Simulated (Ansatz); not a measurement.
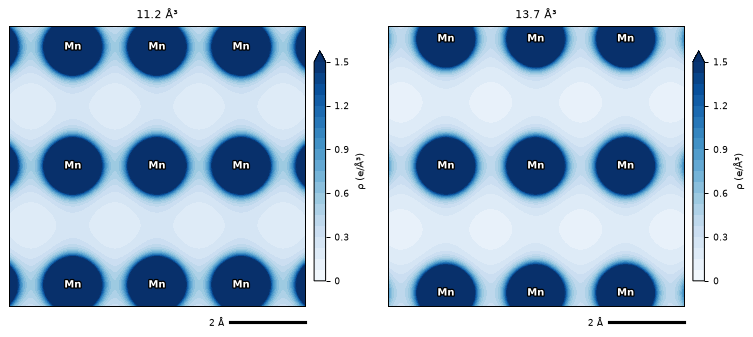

Mn. The valence electron density of cells scaled evenly to different volumes (given per atom above each panel), on the (011) plane of each (indices in the axes of the cell below), at one length scale and on one colour scale.

A generated structure, not necessarily the stable one; computed without spin polarisation.

Theory: Ansatz, DFT, RPBE, plane waves (420 eV) with PAW, scalar-relativistic.

Core electrons are frozen (PAW), and the valence fields are smoothed inside the atomic spheres.

The largest cell:

```cif
data_structure
_symmetry_space_group_name_H-M 'P 1'
_symmetry_Int_Tables_number 1
_cell_length_a 2.3911
_cell_length_b 2.3911
_cell_length_c 2.3911
_cell_angle_alpha 90.000
_cell_angle_beta 90.000
_cell_angle_gamma 90.000
_cell_volume 13.67
loop_
_atom_site_label
_atom_site_type_symbol
_atom_site_fract_x
_atom_site_fract_y
_atom_site_fract_z
_atom_site_occupancy
Mn1 Mn 0.00000 0.00000 0.00000 1
```

| volume (Å³/atom) | Mn–Mn contact in the plane (Å) | ρ at its midpoint (e/Å³) | 
| --- | --- | --- |
| 11.23 | 2.239 | 0.537 | 
| 12.21 | 2.302 | ? | 
| 13.67 | 2.391 | 0.410 | 

Q: Estimate the missing row, and compare with the calculation.

A: Over the known rows ln ρ falls by 1.78 per Å of Mn–Mn distance (the line through the two), which gives 0.480 e/Å³ at 2.302 Å; the calculation gives 0.479 e/Å³.
